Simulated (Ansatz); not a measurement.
## Geometry relaxation of P (part 1 of 2)

P (R-3m, 2 atoms in the cell), computed with DFT with PBE, PAW plane waves, no spin polarisation (Ansatz 0.2.0).

The structure is a generated one, with these elements put on the sites of a known structure type; it need not be a known phase. It belongs to a series of runs on one base structure; here: semilocal partner. Figures and captions count atoms from 1; the log counts them from 0 in places.

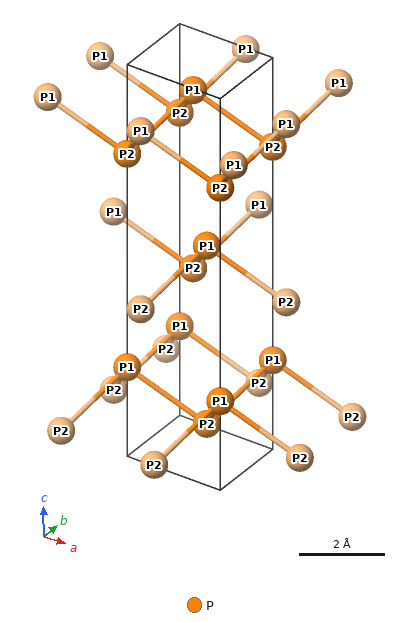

Fig. 1: The structure as given in the input (ball-and-stick view of the cell 3 times as large as that of the calculation, set on its symmetry axes, seen slightly off an axis; neighbours outside the cell are drawn fainter; atoms are numbered from 1 in the order of the input).

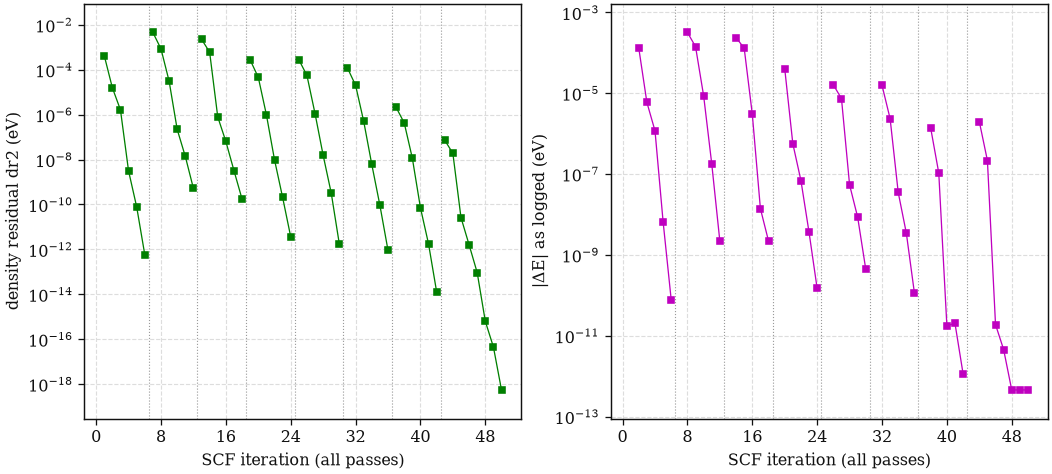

Fig. 2: Convergence of the self-consistent field: density residual dr2 and size of the energy change against the SCF iteration. The dotted lines part the SCF passes of the relaxation: geometry steps, rejected trials and re-solves on a re-selected basis. The 8 passes take 6 to 8 iterations each, 50 in all.

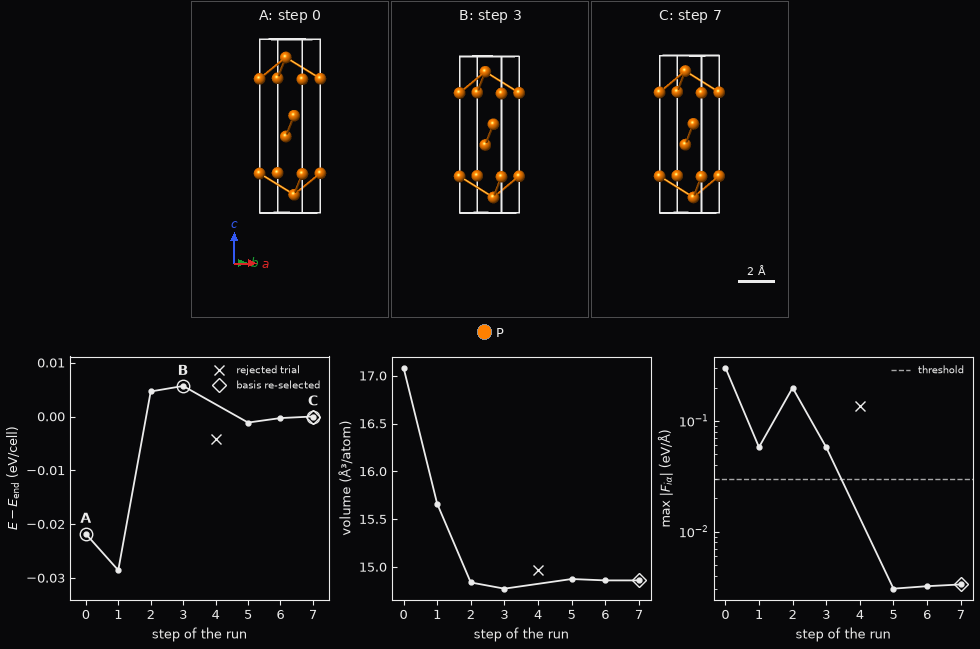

Fig. 3: Frames of the relaxation (ball-and-stick view of the cell 3 times as large as that of the calculation, set on its symmetry axes, seen at an oblique angle) above the curves, on which the letters mark them (the first geometry is step 0 here and step 1 in the log).

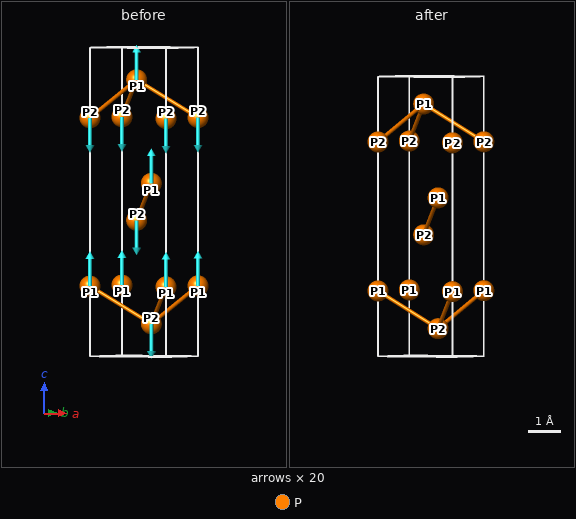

Fig. 4: Before (left) and after (right) the relaxation, at one scale (ball-and-stick view of the cell 3 times as large as that of the calculation, set on its symmetry axes, seen at an oblique angle). The teal arrows give the displacements (without the part carried along by the change of the cell), magnified 20 times. The largest moves relative to the cell, 0.055 Å, are those of P1 and P2. The volume changes by −13.0 %, with a = b 3.491 → 3.421 Å (−2.0 %), c 9.711 → 8.799 Å (−9.4 %). Among the contacts that change: P1–P2 2.337 → 2.301 Å. The space group stays R-3m (No. 166). Over 6 geometry steps the energy rises by 21.5 meV per cell of the calculation. Largest force component: 0.3 eV/Å at the start, 0.0033 eV/Å at the end. Pressure: −2.71 GPa at the start and 4.99 GPa at the end. The line search rejected the trial step at point 4 (counted from 0) and went back. A last SCF at the same geometry on a re-selected plane-wave basis shifts the energy by +0.3 meV per cell of the calculation. (Atoms are counted from 1 in the order of the input.)

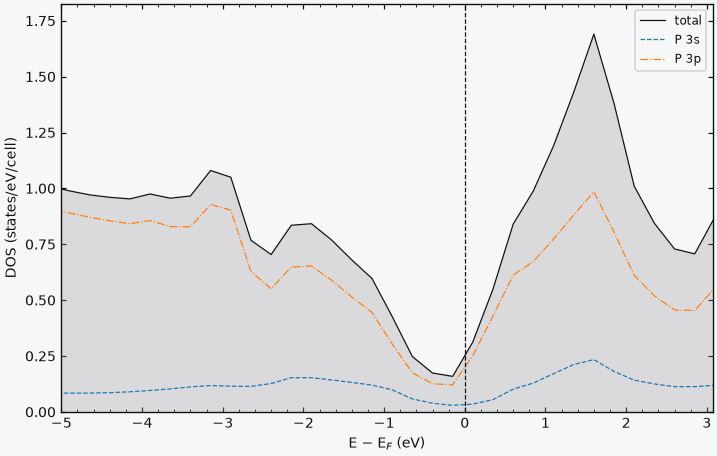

Fig. 5: Density of states (projected on Löwdin-orthogonalised atomic shells), with energies from the Fermi level. There are states at the Fermi level: a metal at this level of theory.

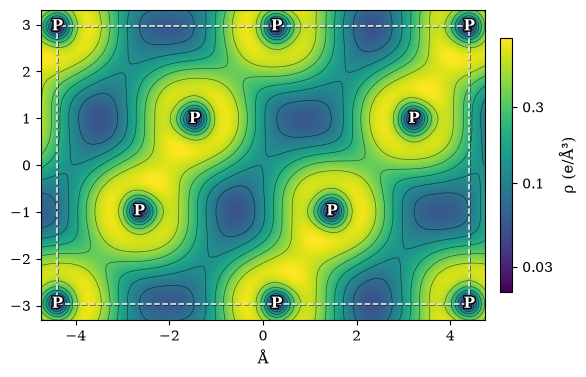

Fig. 6: Valence charge density (pseudo) on the (110) plane of the conventional cell. The section cuts through P sites. P–P (2.30 Å): the density is about 0.67 e/Å³ at the midpoint, a local maximum along the line. Away from the nuclei the density in this plane falls to 0.05 e/Å³ at its lowest. The fields are those of the smooth PAW valence density.

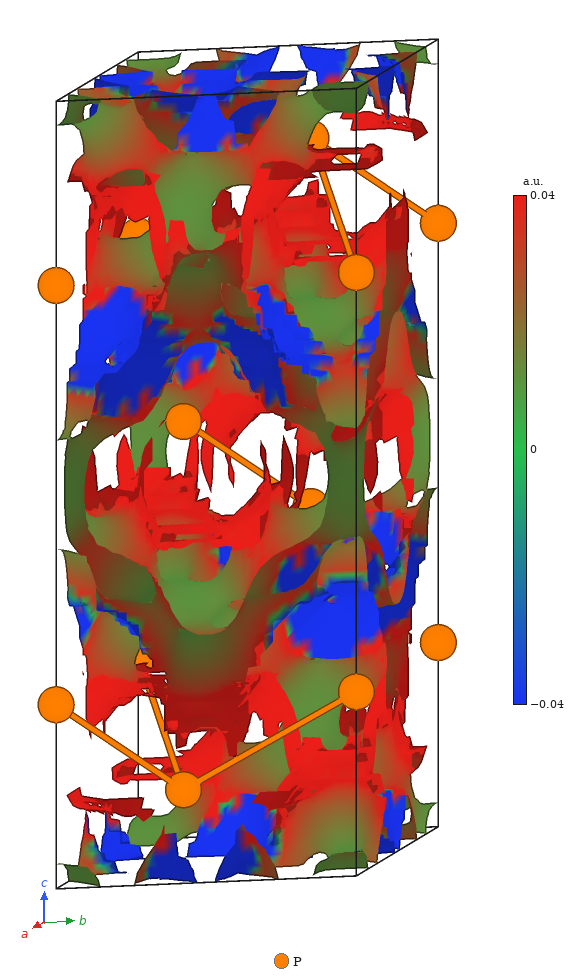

Fig. 7: Non-covalent interaction (NCI) plot: the surface where the reduced density gradient is 0.5, for densities under 0.05 a.u., coloured by sign(λ₂)ρ; seen slightly off an axis. The outline is the cell set on symmetry axes. Extended surface: van der Waals contact with attractive (blue) spots.

These pictures come from the run below.

Input file
```yaml
crystal:
  lattice:
    - [1.745633, 3.023522, 0.0]
    - [-1.745633, 3.023522, 0.0]
    - [-1.745633, 1.007838, 3.237065]
  atoms:
    - { symbol: P, position: [0.22754, 0.54492, 0.68262] }
    - { symbol: P, position: [0.77246, 0.45508, 0.31738] }
  symmetry: { tolerance: 0.0003 }
kpoints:
  mp_grid: { grid: [9, 9, 9], shift: [0, 0, 0] }
magnetization:
  spin_polarized: false
scf:
  occupations: { method: gaussian, width: 0.0147 }
  lower_state_search: "off"
hamiltonian:
  pseudopotentials: { kind: paw }
  xc: pbe
basis:
  ecutwfc: 420
  fft_grid_basis: typed
relax:
  max_steps: 40
  cell: { p_target: 5.0 }
  f_tol: 0.03
output:
  forces: true
  stress: true
  eigenvalues: true
  bader: true
  populations: true
  elf: true
  write_potential: true
  volumetric_format: npy
  dos:
    e_range: [-12, 8]
    de: 0.05
    projected: { site_lists: { P: [P] } }
  write_density: true
checkpoint:
  read: saved_state
```

Launch command:
```bash
ansatz run input.yaml --threads 2 --pin off --max-ram 2560MiB --backend cpu --events-out ev --progress --plain --runs-dir out
```

What the program printed
```
Warning: crystal.lattice misses the space group found at crystal.symmetry.tolerance 3.0e-4 in a digit that the deck types, which is why this is a warning: making the lattice exact moves one of its numbers by a whole unit of that number's last typed decimal, or more. The operation that it misses by the most changes a squared length by the fraction 2.25e-6. The run uses the lattice that is a stretch of the typed one, with no rotation, onto the one that keeps every operation to a double's rounding (on a very oblique basis the stretch itself rounds by more); the deck's lattice vector that moved farthest moved by 2.16e-6 Å. To run the lattice as typed, set crystal.symmetry.tolerance under 2.25e-6, the least fraction by which an operation that the lattice misses changes a squared length (the same key also sets how far an atom may lie from its image, so lowering it can lose operations that the atoms keep only within it), or set crystal.symmetry.detect: false (a key that needs symmetry detection or time reversal refuses this as the deck is read). crystal.lattice made exact, in Å and degrees: [[1.7456321203005996, 3.023523523684568, 1.2453768195089781e-6], [-1.7456321203005996, 3.023523523684568, 1.2453768193031949e-6], [-1.7456321203005993, 1.0078398412278535, 3.23706541512643]]. Pasted over the deck's crystal.lattice, beside positions in fractional coordinates, it runs the same cell (given as lengths and angles, that cell in the form's own orientation, a rigid turn of the misfit's size from the one run here, for which a checkpoint.post_process_only pass over this run's state can be refused: where this run relaxes nothing, give such a pass this deck's own crystal.lattice, as typed; behind a relaxation, as crystal.lattice, the state's own cell, identity.cell in its checkpoint.json), and a matrix so pasted ends this notice, except on a very skew basis of the lattice, where the rounding of the pasted numbers themselves can read as a misfit: the cell is then moved again, and that move is told again. The lattice as run is in this notice's lattice.as_run_ang field (Run.prep()["deck_notices"] in Python, the deck_notice line of an events file, deck_notices of ansatz run --dry-run=json, or deck_notices in record.json in the deck's checkpoint.write directory).
Warning: checkpoint.read: basis.xc_grid differs: saved 1, current 2 (points along each axis for each point of the dense box; where the key is left out runs that use forces, runs that use the stress, dielectric runs by a finite field, finite-displacement phonons, runs of phonons.displacement_patterns under a GGA or a meta-GGA, phonons by method: dfpt, dielectric runs by the response, runs on support functions, runs on PAW files under a meta-GGA or a hybrid on one, runs at kind: all_electron or under a hybrid on a GGA, runs under a text's formulas of a gradient, and runs on PAW files that evaluate rPW86 or Becke's exchange or LYP's correlation can take a finer level, which can go by the root key accuracy; a number is taken as typed: the saved number, typed, holds this deck to the state's level, where the deck is accepted there); the SCF iterates at this deck's level from the saved density; a trajectory continued from that state goes on on another energy surface; basis.xc_grid: 1, typed and accepted, keeps it on the saved one
Engine: ansatz 0.2.0, aarch64-unknown-linux-gnu
Pseudopotentials: kind: paw
Pseudopotential: P, paw, valence charge 5, recommended cutoff 420 eV (normal), P.paw.azcp
Functional definition: PBE
  parameter kappa = 0.804
  parameter beta = 0.06672455060314922
  exchange = pbe_x(kappa = kappa, mu = beta*pi^2/3)
  correlation = pbe_c(beta = beta)
Crystal: 2 atoms, lattice volume = 34.170 Å³
Basis set: ecut = 420 eV, 677 PW (Γ), exchange–correlation on 48×48×54 points (8 copies of the dense FFT grid, shifted against one another)
Bands: 9, of which v1, the nominal top of the filled ones, is band 5 counted from 1 (4 counted from 0)
Symmetry: 12 space group operations
Space group: R-3m (ITA 166), of the structure as read, at distance tolerance 9.7e-4 Å
k-points: 85 of 729
Non-local potential: P, projectors of the file, l = 0: 2, l = 1: 2, l = 2: 2
PAW form: soft (Blöchl's): semilocal exchange-correlation on the pseudo side does not see the compensation charge
PAW one-centre angular grid: P, 110 points (default); XC on 64 Gauss nodes
Initial density: read from a saved state, or passed on in memory by an earlier SCF of this step, an earlier step, the calling program or the single point that the run made first
Initial wavefunctions: pseudopotential atomic-orbital guess
Functional: x = pbe(κ = 0.804, μ = 0.2195149727645171), c = pbe(β = 0.06672455060314922)
iter 1 solved again at ethr=2.68e-6 eV; its pass at ethr=3.10e-3 eV (dr2=2.68e-4 eV) is discarded
SCF iter   1: F=—  HF=-1511.250832 eV  |F-HF|=—  |Δ(HF+E_count)|=         —  Δρ=1.00e-3  dr2=4.30e-4  ethr=2.68e-6  ⟨swp⟩=3.0  Hψ=9044  notcnv=0
eigensolver tolerance schedule calibrated: the retry pair's looser diagonalisation under-reported the residual by θ = 0.38 (0.12/decade); ethr = c·dr2/N_el runs at the constant in force after the calibration composes with the one it found (an armed cap, an earlier calibration), c = 6.6e-2
preconditioner: auto → none  [insulator: Δε(μ)=0.067 eV  Ē_g=10.507 eV  σ=0.015 eV  W_gap=0.83  n_scr=8 (ndim 8)  ℏωp=20.1 eV  f_vac=0.000  D(μ)=0.79/eV (n_scr^D=2)  ε∞_Penn≈4.7]
SCF iter   2: F=—  HF=-1511.250701 eV  |F-HF|=—  |Δ(HF+E_count)|=   1.31e-4  Δρ=2.83e-4  dr2=1.59e-5  ethr=2.68e-6  ⟨swp⟩=2.0  Hψ=1077  notcnv=0
SCF iter   3: F=—  HF=-1511.250707 eV  |F-HF|=—  |Δ(HF+E_count)|=   5.95e-6  Δρ=9.66e-5  dr2=1.64e-6  ethr=1.05e-7  ⟨swp⟩=2.1  Hψ=1097  notcnv=0
iter 4 did not close the SCF: its close was put off for the readings that it lacked (scf_convergence_deferred on its scf_iter line)
SCF iter   4: F=-1511.250708 eV  HF=-1511.250708 eV  |F-HF|=6.83e-9  |Δ(HF+E_count)|=   1.18e-6  Δρ=4.22e-6  dr2=3.12e-9  ethr=1.08e-8  ⟨swp⟩=2.1  Hψ=1192  notcnv=0
iter 5 did not close the SCF: its close was put off for the readings that it lacked (scf_convergence_deferred on its scf_iter line)
SCF iter   5: F=-1511.250708 eV  HF=-1511.250708 eV  |F-HF|=5.64e-11  |Δ(HF+E_count)|=   6.63e-9  Δρ=5.17e-7  dr2=7.86e-11  ethr=2.06e-11  ⟨swp⟩=2.3  Hψ=1256  notcnv=0
SCF iter   6: F=-1511.250708 eV  HF=-1511.250708 eV  |F-HF|=9.09e-13  |Δ(HF+E_count)|=  7.71e-11  Δρ=5.36e-8  dr2=5.84e-13  ethr=1.00e-12  ⟨swp⟩=6.3  Hψ=5025  notcnv=0
SCF 1 converged in 6 iterations: F = -1511.250708 eV  dr2 = 5.84e-13
  greatest PAW one-centre occupation: 0.816 electrons in one spin orbital (limit 2), on the P atom at site 1 (counted from 0), in its partial waves of l = 0
relax step   1: F+E_penalty+E_count = -1511.25070820 eV  Δ(F+E_penalty+E_count) = +0.000e0 eV  max|allowed force component| = 3.035e-1 eV/Å  Δτ_max = 0.0000 Å  P = -2.713 GPa  Ω = 34.170 Å³  (6 SCF iters, accepted)
Crystal: 2 atoms, lattice volume = 31.323 Å³
Basis set: ecut = 420 eV, 605 PW (Γ), exchange–correlation on 48×48×54 points (8 copies of the dense FFT grid, shifted against one another)
Initial density: handed on by an earlier stage of this run
Initial wavefunctions: those handed on with the density
iter 1 solved again at ethr=4.55e-5 eV; its pass at ethr=3.10e-3 eV (dr2=4.55e-3 eV) is discarded
SCF iter   1: F=—  HF=-1511.257636 eV  |F-HF|=—  |Δ(HF+E_count)|=         —  Δρ=4.59e-3  dr2=4.62e-3  ethr=4.55e-5  ⟨swp⟩=2.6  Hψ=8546  notcnv=0
preconditioner: auto → none  [insulator: Δε(μ)=0.097 eV  Ē_g=10.982 eV  σ=0.015 eV  W_gap=0.51  n_scr=8 (ndim 8)  ℏωp=21.0 eV  f_vac=0.000  D(μ)=1.31/eV (n_scr^D=14)  ε∞_Penn≈4.7]
SCF iter   2: F=—  HF=-1511.257316 eV  |F-HF|=—  |Δ(HF+E_count)|=   3.21e-4  Δρ=2.09e-3  dr2=8.53e-4  ethr=4.55e-5  ⟨swp⟩=2.4  Hψ=1193  notcnv=0
SCF iter   3: F=—  HF=-1511.257459 eV  |F-HF|=—  |Δ(HF+E_count)|=   1.43e-4  Δρ=3.68e-4  dr2=3.14e-5  ethr=8.53e-6  ⟨swp⟩=1.5  Hψ=817  notcnv=0
SCF iter   4: F=—  HF=-1511.257468 eV  |F-HF|=—  |Δ(HF+E_count)|=   8.63e-6  Δρ=3.81e-5  dr2=2.20e-7  ethr=3.14e-7  ⟨swp⟩=2.5  Hψ=1197  notcnv=0
iter 5 did not close the SCF: its close was put off for the readings that it lacked (scf_convergence_deferred on its scf_iter line)
SCF iter   5: F=-1511.257468 eV  HF=-1511.257468 eV  |F-HF|=6.00e-9  |Δ(HF+E_count)|=   1.79e-7  Δρ=5.24e-6  dr2=1.38e-8  ethr=2.20e-9  ⟨swp⟩=2.3  Hψ=1186  notcnv=0
SCF iter   6: F=-1511.257468 eV  HF=-1511.257468 eV  |F-HF|=2.61e-10  |Δ(HF+E_count)|=   2.18e-9  Δρ=1.29e-6  dr2=5.19e-10  ethr=1.38e-10  ⟨swp⟩=7.1  Hψ=5501  notcnv=0
SCF 2 converged in 6 iterations: F = -1511.257468 eV  dr2 = 5.19e-10
  greatest PAW one-centre occupation: 0.811 electrons in one spin orbital (limit 2), on the P atom at site 1 (counted from 0), in its partial waves of l = 0
relax step   2: F+E_penalty+E_count = -1511.25746783 eV  Δ(F+E_penalty+E_count) = -6.760e-3 eV  max|allowed force component| = 5.786e-2 eV/Å  Δτ_max = 0.0265 Å  P = +2.714 GPa  Ω = 31.323 Å³  energy of the carried Pulay correction = +4.042e-4 eV  (6 SCF iters, dr2 threshold 2.00e-7 eV, accepted)
Crystal: 2 atoms, lattice volume = 29.675 Å³
Basis set: ecut = 420 eV, 561 PW (Γ), exchange–correlation on 48×48×54 points (8 copies of the dense FFT grid, shifted against one another)
iter 1 solved again at ethr=2.36e-5 eV; its pass at ethr=3.10e-3 eV (dr2=2.36e-3 eV) is discarded
```
